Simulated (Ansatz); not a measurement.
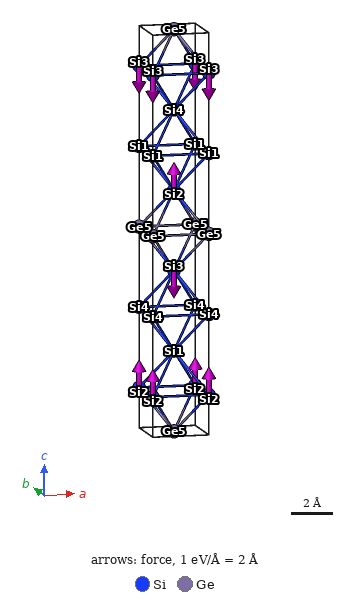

Starting geometry of a crystal of Si4Ge (a generated structure, set up in I4/mmm) (coarse preliminary run) with the computed forces as purple arrows. The picture is a ball-and-stick view of the conventional cell (2 times the calculation's cell), seen slightly off an axis. Lengths and directions refer to the drawn axes.

Theory: DFT PBE, scalar-relativistic, plane waves, PAW in Ansatz.

Input
```yaml
crystal:
  lattice:
    - [-1.41461707, 1.41461707, 10.0028532]
    - [1.41461707, -1.41461707, 10.0028532]
    - [1.41461707, 1.41461707, -10.0028532]
  atoms:
    - { symbol: Si, position: [0.7, 0.7, 0.0] }
    - { symbol: Si, position: [0.1, 0.1, 0.0] }
    - { symbol: Si, position: [0.9, 0.9, 0.0] }
    - { symbol: Si, position: [0.3, 0.3, 0.0] }
    - { symbol: Ge, position: [0.5, 0.5, 0.0] }
basis:
  ecutwfc: 420
kpoints:
  mp_grid: { grid: [8, 8, 8] }
hamiltonian:
  xc: pbe
scf:
  occupations: { method: gaussian, width: 0.1 }
  lower_state_search: "off"
output:
  forces: true
  stress: true
  eigenvalues: true
relax:
  adjacent_minimum: "off"
  f_tol: 0.04
  max_steps: 70
  cell: { stress_tol: 0.4 }
```

Launched with:
```bash
ansatz run input.yaml --threads 1 --pin off --max-ram 2560MiB --backend cpu --events-out ev --progress --plain --runs-dir out
```

> Is this structure relaxed? If not, where do the atoms go?

It isn't relaxed: the largest force vector, on Si atoms, is 0.71 eV/Å. The atoms end up moving mostly along the starting forces (cosine between the two patterns 0.96). The largest moves relative to the cell, 0.21 Å, are those of Si2 and Si3. Si3 goes along −c. Ge stays in place. The volume changes by −2.7 %, with a = b 2.829 → 2.710 Å (−4.2 %), c 20.006 → 21.216 Å (+6.0 %). Near-neighbour distances that change, for instance: Si2–Ge5 2.829 → 3.015 Å, Si1–Si1 2.829 → 2.710 Å, Ge5–Ge5 2.829 → 2.710 Å, Si1–Si2 2.829 → 2.754 Å. The space group stays I4/mmm (No. 139). Over 5 accepted moves (6 points after the start) the energy falls by 0.226 eV per cell of the calculation. Largest force component: 0.71 eV/Å at the start, 0.022 eV/Å at the end. The pressure goes from −1.19 to 0.19 GPa. The SCF was repeated once at an unchanged geometry on a basis and grid sized afresh for the cell, which shifted the energy by 0.3 meV per cell of the calculation at most. The run took 49 s on 1 thread of Arm Neoverse V1, with other jobs on the host, peak memory 0.4 GiB.
